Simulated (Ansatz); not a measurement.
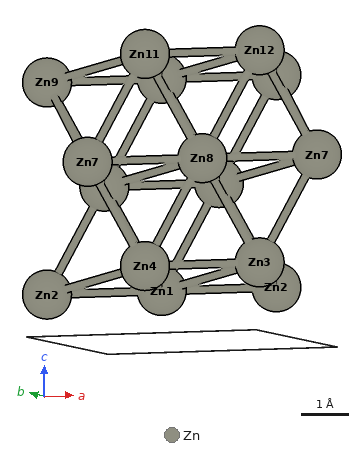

A slab of composition Zn (cut from the P6_3/mmc phase), before the constrained relaxation. The picture is a ball-and-stick view of the cell of the calculation, outlined in the plane, without the vacuum, seen from a free direction.

Case: clean slab, lower planes held. The slab is the (1 0 0) face of Zn. 6 atoms are held fixed.

Method: DFT PBE+D3(BJ), scalar-relativistic, plane waves, PAW (Ansatz 0.2.0).

The input:
```yaml
crystal:
  lattice:
    - [5.2355063798, 0.0, 0.0]
    - [0.0, 4.8035762477, 0.0]
    - [0.0, 0.0, 21.289761781]
  atoms:
    - { symbol: Zn, position: [0.5, 0.75, 0.3757674737] }
    - { symbol: Zn, position: [0.0, 0.75, 0.3757674737] }
    - { symbol: Zn, position: [0.75, 0.25, 0.4112624812] }
    - { symbol: Zn, position: [0.25, 0.25, 0.4112624812] }
    - { symbol: Zn, position: [0.75, 0.75, 0.4822524962] }
    - { symbol: Zn, position: [0.25, 0.75, 0.4822524962] }
    - { symbol: Zn, position: [0.0, 0.25, 0.5177475038] }
    - { symbol: Zn, position: [0.5, 0.25, 0.5177475038] }
    - { symbol: Zn, position: [0.0, 0.75, 0.5887375188] }
    - { symbol: Zn, position: [0.5, 0.75, 0.5887375188] }
    - { symbol: Zn, position: [0.25, 0.25, 0.6242325263] }
    - { symbol: Zn, position: [0.75, 0.25, 0.6242325263] }
basis:
  ecutwfc: 420
kpoints:
  mp_grid: { grid: [4, 4, 1] }
hamiltonian:
  xc: pbe
  dispersion: d3bj
scf:
  occupations: { method: gaussian, width: 0.1 }
output:
  forces: true
  eigenvalues: true
relax:
  adjacent_minimum: "off"
  f_tol: 0.03
  max_steps: 70
  constraints: [{ sites: [0, 1, 2, 3, 4, 5] }]
efield:
  axis: 3
  dipole_correction: true
  ramp_width: 0.04
```

Command:
```bash
ansatz run input.yaml --threads 4 --pin off --max-ram 10240MiB --backend cpu --events-out ev --progress --plain --runs-dir out
```

Where does the constrained relaxation end?

Answer. After 4 accepted moves (5 points after the start) the energy has fallen by 0.340 eV per cell of the calculation. Largest force component: 0.79 eV/Å at the start, 0.0083 eV/Å at the end. 1 step only repeated the SCF at the same geometry. The largest moves, 0.54 Å, are those of Zn9 and Zn10. Zn10 goes along the normal (+c). The cell doesn't change. Among the contacts that change: Zn5–Zn10 2.618 → 3.097 Å, Zn7–Zn9 2.838 → 3.146 Å, Zn10–Zn11 2.838 → 2.749 Å, Zn7–Zn11 2.618 → 2.654 Å. Bond angles that change, for instance: Zn11–Zn9–Zn12 149.1° → 168.4°, Zn11–Zn9–Zn11 115.6° → 121.8°. Cost: 58 s on 4 threads of Arm Neoverse V2, on a shared host, peak memory 1.3 GiB.

Step by step:

| step | E − E(0), meV/atom | largest force component, eV/Å | note |
| --- | --- | --- | --- |
| 0 | 0.00 | 0.7919 |  |
| 1 | -13.07 | 0.5097 |  |
| 2 | -24.35 | 0.2123 |  |
| 3 | -28.23 | 0.0287 |  |
| 4 | -28.23 | 0.0287 | same geometry, SCF repeated |
| 5 | -28.30 | 0.0083 |  |

After the run, drawn alike:

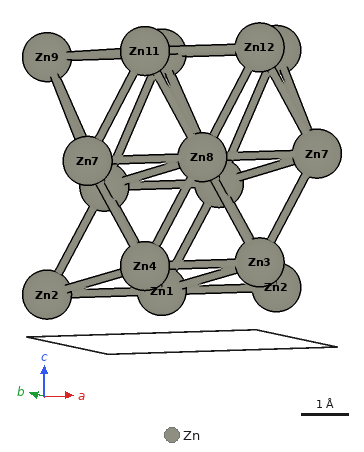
